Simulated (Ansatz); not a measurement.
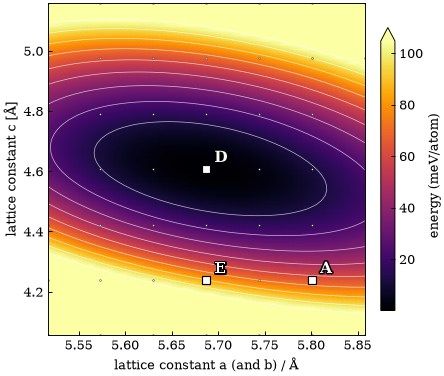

Ti3Al (P6_3/mmc, No. 194; 8 atoms in the cell). The energy is mapped over the lattice constants a and c of the conventional cell. First axis: lattice constant a (and b). Second axis: lattice constant c. Nothing is relaxed (fractional coordinates fixed). The scan uses a 7 × 7 grid. Points are written as (first, second). Energies: meV/atom, counted from the lowest grid point. Method: Ansatz 0.2.0, DFT PBEsol, scalar-relativistic, plane waves, PAW. Settings: cutoff 520 eV, k-mesh 9×9×10 in the order of the run's cell vectors, gaussian smearing 0.15 eV, no spin polarisation.

The picture shows a smooth colour map with a few white contour lines, dots at the grid points, one colour for all values above the top of the scale, lettered points. Between grid points the surface is interpolated.

### Is E the lowest point of the computed grid?

No. E lies 84 meV/atom above the lowest grid point, which is at (5.687 Å, 4.607 Å).

### What kind of point is each of A, D, E: minimum, saddle, maximum or slope?

A: on a slope; D: minimum; E: on a slope. (In these two coordinates alone; a stationary point may lie a little off the grid point.)

PAW datasets: the set soft_1.
